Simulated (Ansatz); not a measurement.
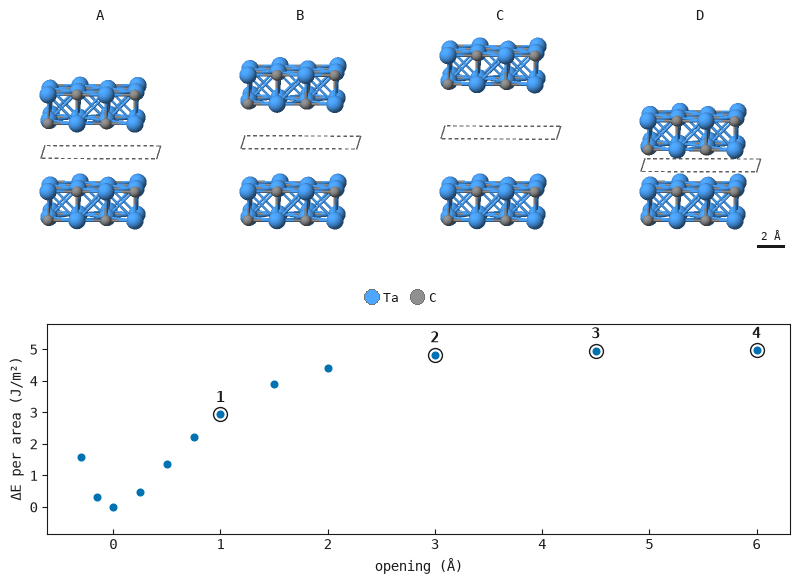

Energy scan for solid Ta₄C₃ (Pm-3m), in which the crystal is pulled apart rigidly along the normal of the (1 0 0) plane of the conventional cell, at a cut between a plane of C/Ta below and one of C/Ta above, 2.20 Å apart. One cut stands in each cell, which starts 8.8 Å high; nothing is relaxed, and the dashed outline marks the cut. The frames are shuffled; the numbered points of the plot belong to them. Style: ball-and-stick. Shown: the layers on both sides of the cut, from the side, nearly along the cut plane.

Theory: DFT PBEsol, scalar-relativistic, plane waves, PAW (Ansatz 0.2.0). (plane-wave cutoff 420 eV; k-point mesh 9 × 9 × 5; occupations gaussian; smearing width 0.15 eV; no spin polarisation). Energies (free energies at the smearing named) are counted from the relaxed crystal.

### Which frame belongs to which numbered point?

Point 1 is frame D (the opening 1.00 Å, 2.934 J/m²); 2 is frame A (the opening 3.00 Å, 4.830 J/m²); 3 is frame B (the opening 4.50 Å, 4.957 J/m²); 4 is frame C (the opening 6.00 Å, 4.969 J/m²). At the widest opening, 6.00 Å, the energy has risen by 4.969 J/m², where the curve has levelled off: this is the ideal work of separation, the sum of the two unrelaxed surface energies of a slab 8.8 Å thick. The steepest rise lies between 0.25 Å and 0.50 Å, with a mean traction of about 35 GPa. Pressing the cut together by 0.30 Å costs 1.595 J/m².
